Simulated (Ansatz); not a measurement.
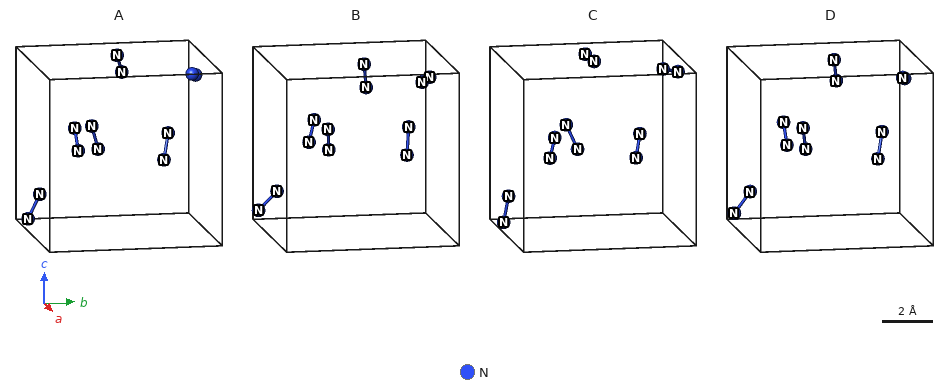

4 geometries from one relaxation of an amorphous cell of composition N, in shuffled order. A ball-and-stick model of the cell of the calculation, seen slightly off an axis.

The cell holds 6 N2. The run prepares the start of a later molecular dynamics calculation, from a guessed geometry.

These are results of Ansatz 0.2.0, DFT PBE-D3(BJ), scalar-relativistic, plane waves, PAW, not measurements. Set-up: plane-wave cutoff 420 eV; k-point mesh 1 × 1 × 1; occupations fermi dirac; smearing width 0.05 eV; no spin polarisation; atoms relaxed in a fixed cell; force threshold 0.3 eV/Å; at most 15 steps.

Q: Put them in the order of the run, from the start to the converged end.

A: B, D, A, C. They are steps 0, 2, 4, 10, at +1.663 eV per cell of the calculation, +0.425 eV per cell of the calculation, +0.118 eV per cell of the calculation relative to the last. The energy falls by 1.663 eV per cell of the calculation in 8 accepted moves (10 points after the start). Largest force component: 4.5 eV/Å at the start, 0.2 eV/Å at the end. The line search rejected the trial step at point 7 of the run. 1 step only repeated the SCF at the same geometry. The forces were under the threshold at step 5, but the run went on from there. The atom that moves furthest is an N atom (1.19 Å along [−2 −1 3]). The cell stays as it was. Near-neighbour distances that change, for instance: N–N 1.130 → 1.102 Å. Cost: 15 s on 1 thread of Arm Neoverse V1 (shared host), peak memory 0.35 GiB.

Limits of the set-up: the periodic images lie only 7.0 Å apart, so the values are limited by the cell's size.
